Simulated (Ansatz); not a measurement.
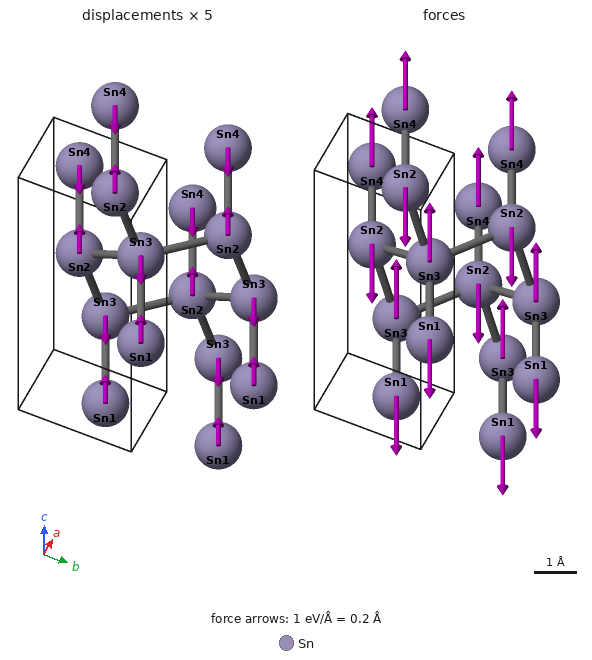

Left: a symmetric starting cell of Sn (made from another compound by putting Sn in place of C), with purple arrows for the displacements applied to it (without the part that the change of the cell carries along). Right: the displaced structure with the computed forces. Besides, the cell is strained by +3.2 % along c and −5.8 % across it (volume −8.5 %). Style: ball-and-stick. Shown: the cell of the calculation, repeated 2 × 2 × 1 with one cell outlined, from a free direction.

Method: DFT PBE, scalar-relativistic, plane waves, PAW in Ansatz 0.2.0. Settings: plane-wave cutoff 420 eV; k-point mesh 15 × 15 × 8; occupations gaussian; smearing width 0.1 eV; no spin polarisation.

Q: Describe the distortion and the response.

A: Atoms are displaced by 0.15 Å relative to the cell: Sn2 0.15 Å along +c. No relaxation follows. The starting cell wasn't computed here and needn't be at equilibrium, so pressure and forces aren't due to the change alone. The pressure is 152.2 GPa (not all of it need come from the change, since the unchanged cell can be under pressure at this level too). The principal stresses (compression positive) are 226.5 GPa along c and 115.0 GPa across it. The largest forces, 7.9 eV/Å, act on Sn1, Sn2, Sn3 and Sn4; on Sn1 it points along −c. The forces point straight back along the displacements (cosine −1.00). Near-neighbour distances before and after: Sn–Sn 2.313 → 2.077 to 2.332 Å. The space group stays P6_3/mmc (No. 194).
